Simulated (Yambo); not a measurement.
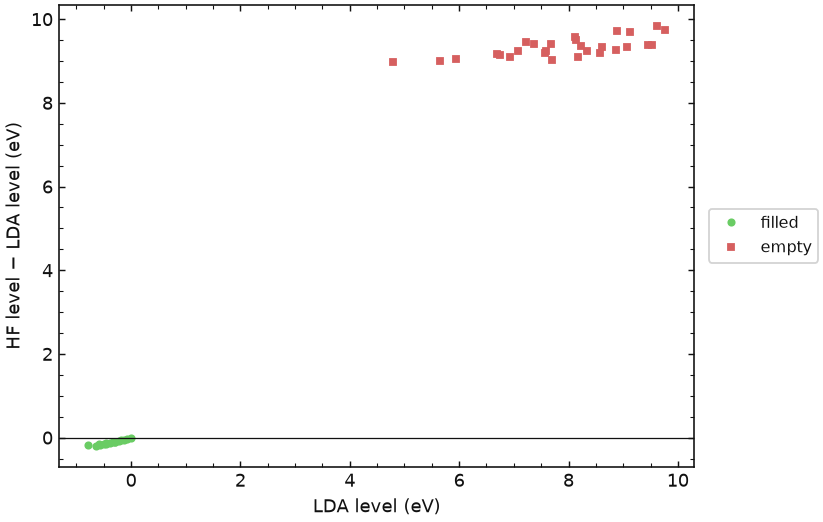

Change of each level from LDA to HF against its LDA energy, both sets counted from their own valence top. Levels over 8 eV under the top or 5 eV above the conduction bottom aren't drawn.

System: rocksalt NaCl, space group Fm-3m (No. 225), 2 atoms in the primitive cell; cubic a = 5.588 Å. Starting point: LDA, PseudoDojo 0.4.1 SR LDA standard, no spin polarisation, no spin-orbit coupling, 6×6×6 k mesh, 1197 eV cutoff, fixed occupations (Yambo 5.3.0). Many-body step: HF with cutoff of exchange and Vxc 88 Ry.

What does HF do to the gap?

Answer. Over the k points that were corrected, the smallest gap goes from 4.80 eV in LDA (direct at Γ) to 13.77 eV in HF (direct at Γ), a change of +8.97 eV (+187 %).

Is the correction a rigid shift of the empty levels?

Answer. Counted from the valence top, the lowest empty level moves by +8.97 eV at Γ, +9.09 eV at L and +9.44 eV at X; over the 16 points that were corrected the shifts run from +8.97 to +9.58 eV: a spread of 0.61 eV on a mean of 9.26 eV, so one scissor shift describes this level well. Only two empty levels a point were corrected, so a higher one could drop under them. The top filled level also moves against the valence top, by −0.19 eV at X.

```csv
k point,LDA direct gap (eV),HF direct gap (eV)
Γ,4.80,13.77
L,7.21,16.40
X,7.88,17.51
```

Hartree-Fock has no screening and overstates gaps by far. The cell is a database's computed one.
